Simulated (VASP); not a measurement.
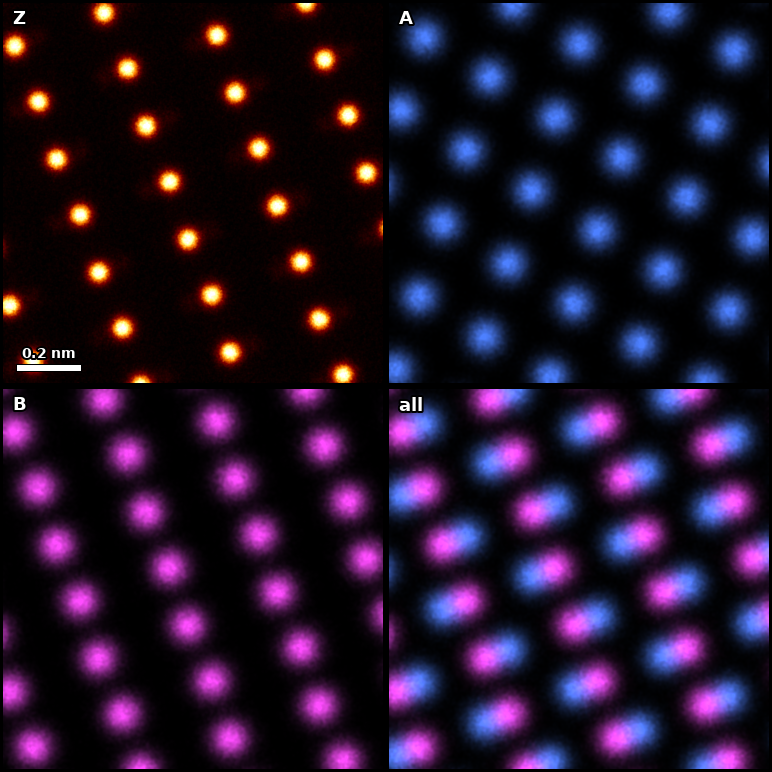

SnO (P4/nmm, No. 129) along [101]. Panel Z: Simulated incoherent Z contrast: every atom adds Z^1.7 spread by a probe of 0.50 Å full width; channelling and multiple scattering are left out. The probe carries 15 % of its weight in a tail 2.5 times as wide. Shot noise was added. The other panels are simulated element maps (the number of atoms of one element along the beam, blurred by 0.9 Å, with counting noise; each on its own scale, no channelling); the last overlays them. Structure used: the geometry relaxed with VASP Kohn-Sham DFT of a periodic cell, r2SCAN, VASP PAW PBE potentials, recommended in VASP.

```cif
data_structure
_symmetry_space_group_name_H-M 'P4/nmm:1'
_symmetry_Int_Tables_number 129
_cell_length_a 3.8137
_cell_length_b 3.8137
_cell_length_c 4.8869
_cell_angle_alpha 90.000
_cell_angle_beta 90.000
_cell_angle_gamma 90.000
_cell_volume 71.08
loop_
_atom_site_label
_atom_site_type_symbol
_atom_site_symmetry_multiplicity
_atom_site_Wyckoff_symbol
_atom_site_fract_x
_atom_site_fract_y
_atom_site_fract_z
_atom_site_occupancy
Sn1 Sn 2 c 0.00000 0.50000 0.76463 1
O1 O 2 a 0.50000 0.50000 0.00000 1
```

### Which element does each lettered map show?

A: O, B: Sn. The projected cell (3.01 × 3.81 Å, 90°) holds 4 columns: 2 of Sn and 2 of O. No column is shared by two of the mapped elements.
